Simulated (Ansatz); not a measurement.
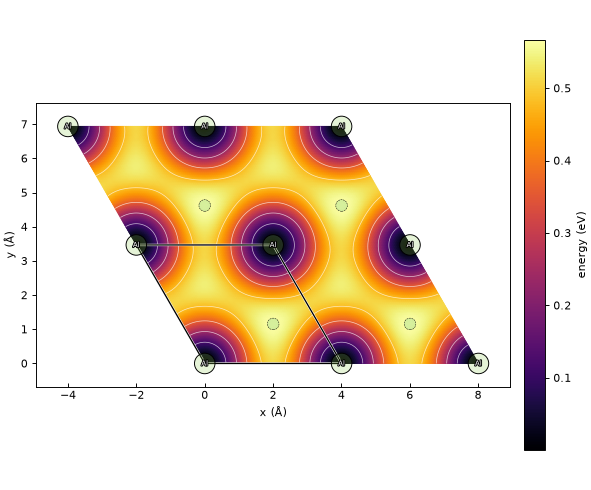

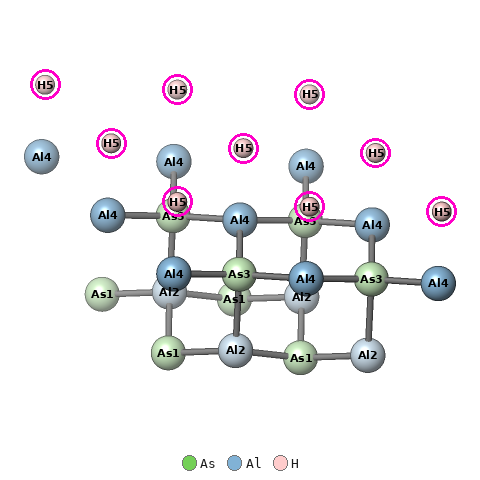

Energy landscape of H on an AlAs(111) slab cut from the F-43m phase, its upper half relaxed before the scan (4 atoms of substrate and one adsorbate in a 1 × 1 cell). H is moved over the surface cell at a fixed height above a rigid substrate; the origin of the map has the adsorbate above Al4; the height is held at 2.50 Å. Places are given modulo a cell vector. The map is drawn in real space over the plane of the surface. The scan uses a 9 × 9 grid; 19 points were computed and 62 follow by symmetry. Energies are in eV, from the lowest grid point. With one adsorbate in each 1 × 1 cell, its nearest image is 4.0 Å away, so neighbouring adsorbates interact. At a fixed height the lowest place need not be the adsorption site. The calculation used DFT PBE+D3(BJ), scalar-relativistic, plane waves, PAW in Ansatz. Settings: cutoff 420 eV, k-mesh 9×9×1, gaussian smearing 0.05 eV, spin-polarised.

The picture shows a smooth colour map with a few white contour lines, labelled circles for the atoms of the top layer and small ones for the second layer, the outline of one cell of the 2 × 2 shown. Between grid points the surface is interpolated. The second picture is the structure at the lowest point; rings mark the moved atoms.

Where are the wells?

The lowest grid point is at the top site over a surface Al atom, (0/9, 0/9) of the cell vectors. It is the only kind of minimum in the scanned range. The highest grid point, a threefold hollow over a second-layer As atom, (6/9, 3/9) of the cell vectors, lies 0.567 eV above the lowest. On the interpolated surface the easiest way out of the lowest well to its copy in the next cell or period passes a barrier of about 0.51 eV. At the lowest point the adsorbate has 1 Al at 2.50 Å as nearest neighbours, at the highest 1 As at 3.08 Å.

Grid values (eV):

| second ↓, first → | 0/9 | 1/9 | 2/9 | 3/9 | 4/9 | 5/9 | 6/9 | 7/9 | 8/9 |
| --- | --- | --- | --- | --- | --- | --- | --- | --- | --- |
| 8/9 | 0.064 | 0.175 | 0.335 | 0.465 | 0.512 | 0.465 | 0.335 | 0.175 | 0.064 |
| 7/9 | 0.224 | 0.335 | 0.450 | 0.519 | 0.519 | 0.450 | 0.335 | 0.224 | 0.177 |
| 6/9 | 0.395 | 0.465 | 0.519 | 0.540 | 0.519 | 0.465 | 0.395 | 0.344 | 0.344 |
| 5/9 | 0.499 | 0.512 | 0.519 | 0.519 | 0.512 | 0.499 | 0.481 | 0.472 | 0.481 |
| 4/9 | 0.499 | 0.465 | 0.450 | 0.465 | 0.499 | 0.529 | 0.545 | 0.545 | 0.529 |
| 3/9 | 0.395 | 0.335 | 0.335 | 0.395 | 0.481 | 0.545 | 0.567 | 0.545 | 0.481 |
| 2/9 | 0.224 | 0.175 | 0.224 | 0.344 | 0.472 | 0.545 | 0.545 | 0.472 | 0.344 |
| 1/9 | 0.064 | 0.064 | 0.177 | 0.344 | 0.481 | 0.529 | 0.481 | 0.344 | 0.177 |
| 0/9 | 0.000 | 0.064 | 0.224 | 0.395 | 0.499 | 0.499 | 0.395 | 0.224 | 0.064 |

Time for the 19 points that were run: 61 min on 1 thread of Arm Neoverse N1, with other jobs on the host.

PAW datasets: the set soft_1.
